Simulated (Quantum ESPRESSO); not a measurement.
# Run report: GaN, band-structure run (part 2 of 2)

The same run, continued: GaN (2 atoms in the cell); Kohn-Sham DFT of a periodic cell, PBE, PseudoDojo 0.4.1 SR PBE standard, no spin polarisation (Quantum ESPRESSO 7.5); cutoff 1142.88 eV, 10×10×10 k-mesh, fermi-dirac of 0.05 eV. The structure derives from a Materials Project entry.

Geometry of the input (Å; fractional positions):
```
0.0000  2.2535  2.2535
2.2535  0.0000  2.2535
2.2535  2.2535  0.0000
Ga 0.0000  0.0000  0.0000
N  0.2500  0.2500  0.2500
```

**What the program printed, continued**
```
     total energy              =    -173.75981750 Ry
     estimated scf accuracy    <          7.7E-09 Ry

     iteration # 11     ecut=    84.00 Ry     beta= 0.50
     Davidson diagonalization with overlap
     ethr =  1.10E-11,  avg # of iterations =  2.0

     End of self-consistent calculation

          k = 0.0000 0.0000 0.0000 (  1989 PWs)   bands (ev):

    -5.3158  -2.9755  -2.9755  -2.9755  -2.6690  -2.6690  10.5899  10.5899
    10.5899  12.3486  20.9456  20.9456  20.9456  28.2039  29.4302

          k = 0.0707 0.0707-0.0707 (  2004 PWs)   bands (ev):

    -5.2081  -2.9621  -2.9621  -2.9342  -2.6702  -2.6702   9.4978  10.4838
    10.4838  13.1997  20.4431  21.1075  21.1075  28.1129  28.1129

          k = 0.1414 0.1414-0.1414 (  2012 PWs)   bands (ev):

    -4.9406  -2.9314  -2.9314  -2.7619  -2.6688  -2.6688   7.6904  10.2230
    10.2230  14.2790  19.6555  21.3662  21.3662  27.0439  27.3547

          k = 0.2121 0.2121-0.2121 (  2012 PWs)   bands (ev):

    -4.6661  -2.9045  -2.9045  -2.6550  -2.6550  -2.3476   5.8226   9.9282
     9.9282  14.9629  19.2756  21.3365  21.3365  26.3440  27.8369

          k = 0.2828 0.2828-0.2828 (  2012 PWs)   bands (ev):

    -4.5095  -2.8932  -2.8932  -2.6324  -2.6324  -1.7250   4.2536   9.7074
     9.7074  15.2180  19.2767  21.1075  21.1075  26.1902  29.2172

          k =-0.3536-0.3536 0.3536 (  2006 PWs)   bands (ev):

    -4.4658  -2.8913  -2.8913  -2.6212  -2.6212  -1.3627   3.5702   9.6267
     9.6267  15.2634  19.3254  20.9926  20.9926  26.2412  30.1991

          k = 0.1414-0.0000 0.0000 (  2017 PWs)   bands (ev):

    -5.1727  -2.9501  -2.9501  -2.9362  -2.6786  -2.6618   9.5025  10.2757
    10.2757  13.4688  20.1067  21.2678  21.2678  26.0261  29.6170

          k = 0.2121 0.0707-0.0707 (  2001 PWs)   bands (ev):

    -4.9601  -2.9298  -2.9181  -2.8209  -2.6732  -2.6546   8.1767   9.9420
    10.0549  14.3887  19.4205  21.3702  21.6055  24.9628  29.2766

          k = 0.2828 0.1414-0.1414 (  2001 PWs)   bands (ev):

    -4.6936  -2.9056  -2.8870  -2.7116  -2.6418  -2.4337   6.4425   9.6263
     9.7247  15.2137  19.0266  20.9953  21.7375  25.3572  28.3637

          k = 0.3536 0.2121-0.2121 (  1997 PWs)   bands (ev):

    -4.5133  -2.8924  -2.8723  -2.6784  -2.6249  -1.8527   4.8069   9.3488
     9.4387  15.6697  18.8499  20.8306  21.5643  26.2655  28.3776

          k =-0.2828-0.4243 0.4243 (  2006 PWs)   bands (ev):

    -4.4448  -2.8895  -2.8704  -2.6480  -2.6204  -1.3339   3.7904   9.0597
     9.4326  15.8372  18.7318  20.9504  21.3489  26.8429  29.2419

          k =-0.2121-0.3536 0.3536 (  2006 PWs)   bands (ev):

    -4.4581  -2.8884  -2.8740  -2.6386  -2.6377  -1.4579   4.0187   8.9441
     9.6058  15.8478  18.7930  20.8972  21.3085  27.0714  28.8771

          k =-0.1414-0.2828 0.2828 (  2004 PWs)   bands (ev):

    -4.5618  -2.8913  -2.8857  -2.6678  -2.6516  -2.0580   5.3137   9.0463
     9.9053  15.6322  19.0263  20.7622  21.4530  27.0895  27.1492

          k =-0.0707-0.2121 0.2121 (  2003 PWs)   bands (ev):

    -4.7812  -2.9133  -2.9071  -2.6912  -2.6837  -2.5519   7.0016   9.3771
    10.2340  15.0016  19.3643  20.9484  21.5263  26.1611  27.0606

          k = 0.0000-0.1414 0.1414 (  2015 PWs)   bands (ev):

    -5.0474  -2.9463  -2.9357  -2.8556  -2.6804  -2.6581   8.5573   9.9280
    10.4643  14.0180  19.9025  21.2149  21.2913  26.5922  27.1300

          k = 0.2828-0.0000 0.0000 (  2001 PWs)   bands (ev):

    -4.8264  -2.8810  -2.8810  -2.8216  -2.6431  -2.6307   7.9421   9.5292
     9.5292  14.8635  18.6031  22.0943  22.0943  23.1122  31.3557

          k = 0.3536 0.0707-0.0707 (  2011 PWs)   bands (ev):

    -4.6238  -2.8638  -2.8415  -2.7799  -2.6306  -2.3768   6.8143   9.0945
     9.1558  15.4027  18.2032  21.3440  22.4667  23.6663  31.1138

          k = 0.4243 0.1414-0.1414 (  2009 PWs)   bands (ev):

    -4.4675  -2.8665  -2.8193  -2.7462  -2.6175  -1.8375   5.4378   8.5147
     8.9467  15.9122  18.2510  20.7162  22.4792  24.7920  30.8609

          k =-0.2121-0.4950 0.4950 (  2008 PWs)   bands (ev):

    -4.3957  -2.8754  -2.8153  -2.7064  -2.6177  -1.2518   4.3556   7.9605
     8.9611  16.3537  18.1732  20.8667  22.2580  25.6956  30.8323

          k =-0.1414-0.4243 0.4243 (  1993 PWs)   bands (ev):

    -4.3895  -2.8803  -2.8213  -2.6771  -2.6411  -1.1263   4.1807   7.6223
     9.1928  16.8224  17.9584  20.8393  22.0507  26.7777  29.1992

          k =-0.0707-0.3536 0.3536 (  2004 PWs)   bands (ev):

    -4.4453  -2.8815  -2.8385  -2.6743  -2.6696  -1.5934   5.0169   7.6485
     9.5725  16.8693  18.2112  20.2913  21.9542  27.2046  27.8922

          k = 0.0000-0.2828 0.2828 (  2013 PWs)   bands (ev):

    -4.5822  -2.8881  -2.8740  -2.6900  -2.6775  -2.1702   6.1416   8.2436
     9.9737  16.0877  18.9770  20.1215  21.8291  26.0463  27.9529

          k = 0.4243 0.0000-0.0000 (  2008 PWs)   bands (ev):

    -4.5035  -2.8323  -2.7896  -2.7896  -2.6199  -2.1478   6.4193   8.7147
     8.7147  15.0963  17.7073  21.8072  23.1570  23.1570  32.5647

          k = 0.4950 0.0707-0.0707 (  2013 PWs)   bands (ev):

    -4.4021  -2.8513  -2.7563  -2.7559  -2.6097  -1.6796   5.5771   8.1282
     8.4495  15.0794  17.7678  21.4184  23.4696  23.9848  32.8587

          k =-0.1414-0.5657 0.5657 (  2018 PWs)   bands (ev):

    -4.3480  -2.8597  -2.7470  -2.7387  -2.6119  -1.1250   4.8460   7.2425
     8.4345  15.4874  18.2116  21.2916  23.3501  24.4298  32.4229

          k =-0.0707-0.4950 0.4950 (  2015 PWs)   bands (ev):

    -4.3370  -2.8668  -2.7561  -2.7171  -2.6361  -0.8515   4.6100   6.5514
     8.6732  16.1224  18.4466  21.2332  22.9866  24.8947  30.3040

          k =-0.0000-0.4243 0.4243 (  2011 PWs)   bands (ev):

    -4.3672  -2.8741  -2.7865  -2.6924  -2.6649  -1.0889   4.8278   6.5963
     9.0982  16.9769  18.0921  20.6241  22.5146  26.4294  28.3328

          k = 0.5657-0.0000 0.0000 (  2020 PWs)   bands (ev):

    -4.3496  -2.8771  -2.7101  -2.7101  -2.6012  -1.3628   5.0892   8.1166
     8.1166  14.3377  17.4140  21.9906  24.1293  24.1293  32.6629

          k =-0.0707-0.6364 0.6364 (  2018 PWs)   bands (ev):

    -4.3206  -2.8818  -2.7032  -2.6953  -2.6014  -0.9856   4.6798   7.5387
     8.0425  14.4640  17.6049  22.0824  24.2192  24.2748  32.7021

          k = 0.0000-0.5657 0.5657 (  2018 PWs)   bands (ev):

    -4.3150  -2.8684  -2.7219  -2.7091  -2.6191  -0.7751   4.6848   6.6406
     8.2463  15.1834  18.2333  21.9376  23.7815  24.0156  32.1847

          k =-0.7071 0.0000 0.0000 (  2044 PWs)   bands (ev):

    -4.3128  -2.8961  -2.6784  -2.6784  -2.5940  -0.9189   4.4768   7.8992
     7.8992  13.9720  17.2831  22.3045  24.5496  24.5496  32.3152

          k = 0.2828 0.1414 0.0000 (  2001 PWs)   bands (ev):

    -4.7514  -2.9007  -2.8854  -2.7494  -2.6533  -2.5336   7.2306   9.1249
     9.9142  15.2089  18.8892  21.0103  21.9644  24.5482  28.9519

          k = 0.3536 0.2121-0.0707 (  2005 PWs)   bands (ev):

    -4.5477  -2.8813  -2.8575  -2.7224  -2.6409  -2.0944   5.8806   8.4943
     9.6022  16.0262  18.6154  20.3762  22.1159  25.2889  29.1777

          k =-0.2828-0.4243 0.5657 (  2011 PWs)   bands (ev):

    -4.4333  -2.8801  -2.8406  -2.6910  -2.6306  -1.4840   4.5700   8.2009
     9.2659  16.5372  18.2325  20.5335  22.0043  26.3590  29.3506

          k =-0.2121-0.3536 0.4950 (  2010 PWs)   bands (ev):

    -4.4007  -2.8821  -2.8364  -2.6710  -2.6302  -1.1505   3.9822   8.1258
     9.1197  16.7217  17.9907  20.8036  21.9335  26.8874  29.3563

          k = 0.4243 0.1414-0.0000 (  2010 PWs)   bands (ev):

    -4.4805  -2.8377  -2.8263  -2.7609  -2.6233  -1.9804   6.0202   8.2804
     8.9215  15.7210  18.0461  20.8118  22.9480  24.1132  31.3171

          k =-0.2121-0.4950 0.6364 (  2013 PWs)   bands (ev):

    -4.3873  -2.8499  -2.8064  -2.7267  -2.6219  -1.4050   5.1025   7.6105
     8.5768  16.2021  18.2438  20.4848  22.9307  24.9482  31.1109

          k =-0.1414-0.4243 0.5657 (  2005 PWs)   bands (ev):

    -4.3515  -2.8640  -2.7922  -2.7018  -2.6330  -0.9627   4.4892   7.1260
     8.5031  16.7201  18.1784  20.7250  22.6775  25.5568  30.0002

          k =-0.0707-0.3536 0.4950 (  2002 PWs)   bands (ev):

    -4.3629  -2.8680  -2.7989  -2.6919  -2.6504  -1.0541   4.6464   6.9536
     8.7672  17.3378  17.8078  20.4529  22.5797  26.1661  28.9464

          k = 0.0000-0.2828 0.4243 (  2009 PWs)   bands (ev):

    -4.4260  -2.8676  -2.8251  -2.7108  -2.6483  -1.5675   5.2965   7.3851
     9.2129  17.0439  18.1011  19.9880  22.4748  25.8479  29.2405

          k =-0.1414-0.5657 0.7071 (  2016 PWs)   bands (ev):

    -4.3459  -2.8601  -2.7586  -2.7050  -2.6096  -1.2233   5.0392   7.6921
     7.9988  15.1244  17.8991  21.4510  23.5215  24.5227  32.7625

          k =-0.0707-0.4950 0.6364 (  2011 PWs)   bands (ev):

    -4.3200  -2.8565  -2.7669  -2.6893  -2.6238  -0.8266   4.7694   6.8704
     7.9082  15.7127  18.3875  21.4529  22.8747  24.9548  31.4701

          k = 0.0000-0.4243 0.5657 (  2007 PWs)   bands (ev):

    -4.3245  -2.8581  -2.7736  -2.6892  -2.6475  -0.7627   4.8009   6.3448
     8.2349  16.4708  18.5624  21.0270  22.6631  25.2947  29.8191

          k =-0.7071 0.1414 0.0000 (  2014 PWs)   bands (ev):

    -4.3114  -2.8768  -2.7255  -2.6766  -2.6079  -0.8211   4.5993   7.5404
     7.5694  14.7983  17.8317  22.1479  23.3946  24.8506  32.9005

          k =-0.1414-0.4243 0.7071 (  1994 PWs)   bands (ev):

    -4.3362  -2.8416  -2.8071  -2.6868  -2.6409  -0.9421   4.8990   6.8779
     7.9856  16.7246  18.5262  20.3228  22.7621  25.5176  30.0119

          k =-0.0707-0.3536 0.6364 (  2002 PWs)   bands (ev):

    -4.3195  -2.8453  -2.7976  -2.6712  -2.6523  -0.7288   4.8124   6.6301
     7.6883  16.9313  18.6649  20.6009  22.3215  25.7471  29.6465

          k =-0.7071 0.2828 0.0000 (  2002 PWs)   bands (ev):

    -4.3091  -2.8411  -2.7943  -2.6677  -2.6410  -0.6662   4.8555   7.0092
     7.0450  16.4390  18.8037  21.3430  21.8052  25.6380  30.4181

     the Fermi energy is    11.4945 ev

!    total energy              =    -173.75981750 Ry
     estimated scf accuracy    <          3.3E-10 Ry
     smearing contrib. (-TS)   =      -0.00000000 Ry
     internal energy E=F+TS    =    -173.75981750 Ry

     The total energy is F=E-TS. E is the sum of the following terms:
     one-electron contribution =     -52.62454473 Ry
     hartree contribution      =      43.67395895 Ry
     xc contribution           =     -48.13491461 Ry
     ewald contribution        =    -116.67431711 Ry

     convergence has been achieved in  11 iterations

     Forces acting on atoms (cartesian axes, Ry/au):

     atom    1 type  1   force =     0.00000000   -0.00000000    0.00000000
     atom    2 type  2   force =     0.00000000    0.00000000   -0.00000000

     Total force =     0.000000     Total SCF correction =     0.000000

     Computing stress (Cartesian axis) and pressure

          total   stress  (Ry/bohr**3)                   (kbar)     P=       51.83
   0.00035231  -0.00000000   0.00000000           51.83       -0.00        0.00
  -0.00000000   0.00035231   0.00000000           -0.00       51.83        0.00
   0.00000000   0.00000000   0.00035231            0.00        0.00       51.83

=------------------------------------------------------------------------------=
   JOB DONE.
=------------------------------------------------------------------------------=
```

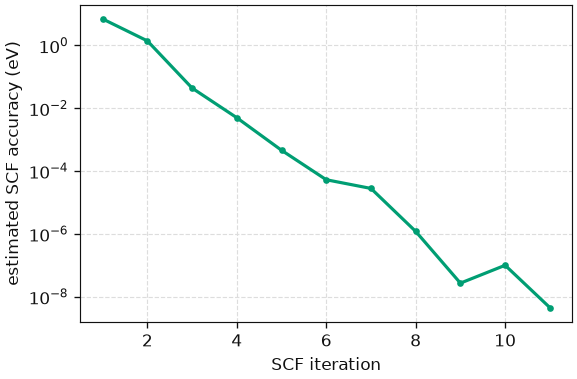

Convergence of the self-consistent field: estimated SCF accuracy against the iteration. The field takes 11 iterations in all.

**Key numbers**

| quantity | value |
| --- | --- |
| outcome | converged |
| space group (tolerance 0.01 Å) | F-43m (216) |
| electrons treated | 18 |
| free energy | −2364.1228 eV |
| Fermi energy | 11.495 eV |
| gap on the k-point mesh | 1.76 eV |
| gap on the band path | 1.76 eV |
| pressure | 5.18 GPa |
| largest force (length of the vector) | under 0.001 eV/Å |
| wall time | 50 s |
| peak memory | 0.09 GiB |

Notes on the run: negative rho. The cell is under a pressure of 5.2 GPa at this level, so it is not at its equilibrium volume.
